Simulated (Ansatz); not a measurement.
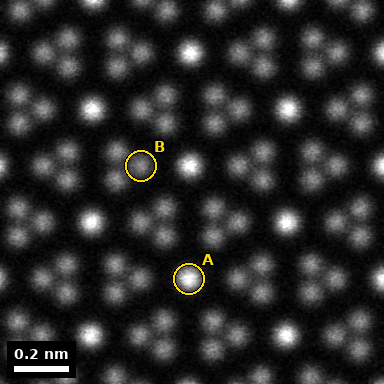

Dark-field STEM-like image of Ti (Pm-3n, No. 223) along [111]. The image is simulated as a sum over atoms of Z^1.7, blurred by a 0.65 Å probe (no channelling). The probe carries 25 % of its weight in a tail 2.5 times as wide. Shot noise and a slight drift were added. Structure used: a calculation's starting geometry; the starting structure was generated, so it need not be a known form of this composition.

```yaml
crystal:
  lattice:
    - [5.04361, 0.00000, 0.00000]
    - [0.00000, 5.04361, 0.00000]
    - [0.00000, 0.00000, 5.04361]
  atoms:
    - { symbol: Ti, position: [0.00000, 0.00000, 0.00000] }
    - { symbol: Ti, position: [0.50000, 0.50000, 0.50000] }
    - { symbol: Ti, position: [0.25000, 0.00000, 0.50000] }
    - { symbol: Ti, position: [0.75000, 0.00000, 0.50000] }
    - { symbol: Ti, position: [0.50000, 0.25000, 0.00000] }
    - { symbol: Ti, position: [0.50000, 0.75000, 0.00000] }
    - { symbol: Ti, position: [0.00000, 0.50000, 0.25000] }
    - { symbol: Ti, position: [0.00000, 0.50000, 0.75000] }
```

Q: What lies under each ring?

A: Ti (2 Ti per 8.74 Å along the beam; the brightest kind). B: Ti (1 Ti per 8.74 Å along the beam; about 50 % of the brightest peak). Brightness is counted from the darkest point of the image.
